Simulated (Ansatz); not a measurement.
```
CELL_PARAMETERS angstrom
6.42852 0.00000 6.42852
0.00000 -6.42852 6.42852
6.42852 -6.42852 0.00000
ATOMIC_POSITIONS crystal
Ba 0.99958 0.50051 0.49924
Ba 0.99959 0.00094 0.49926
Ba 0.49998 0.50055 0.49921
Ba 0.51930 0.02037 0.44027
Ba 0.99961 0.50060 0.99949
Ba 0.94041 0.02042 0.01902
Ba 0.51955 0.44112 0.01915
Ba 0.51953 0.02043 0.01913
S 0.75469 0.73572 0.25433
S 0.75469 0.25550 0.25433
S 0.24558 0.74651 0.26168
S 0.23477 0.25558 0.25432
S 0.76180 0.74660 0.74527
S 0.75471 0.25559 0.73437
S 0.24571 0.74669 0.74532
S 0.24573 0.26250 0.74533
Ba 0.37473 0.87539 0.87471
```

The calculation used DFT PBE, scalar-relativistic, plane waves, PAW in Ansatz 0.2.0.

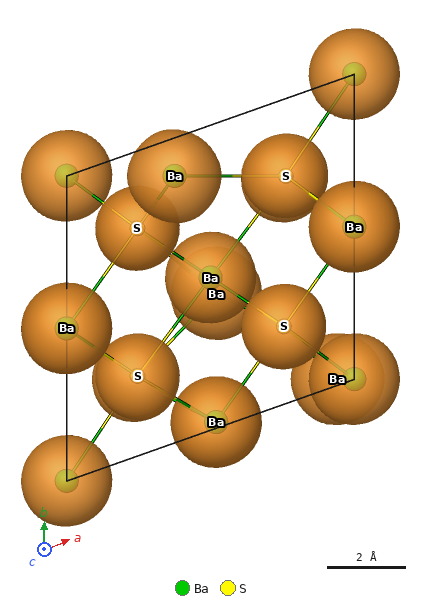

Ba9S8 (cell with a defect). Isosurface of the valence electron density at 0.4 e/Å³ (orange), seen along the c axis. Sticks mark near contacts.

The density is the valence pseudo-density of a PAW calculation; it isn't the true density close to the nuclei.

> Which contacts does the surface bridge?

At this value the density breaks into separate islands; it holds about 65 % of the electrons treated as valence (semicore included). It bridges none of the near contacts. It is pinched off along the shortest Ba–S (2.87 Å), Ba–S (3.06 Å) and Ba–S (3.15 Å) contacts. On the grid the lowest density along these lines, outside the cores, is 0.28 e/Å³ (Ba–S, 2.87 Å), 0.2 e/Å³ (Ba–S, 3.06 Å) and 0.16 e/Å³ (Ba–S, 3.15 Å).

> Does the calculation make it a metal, or give it a gap?

It is gapless in this calculation (a metal or semimetal).
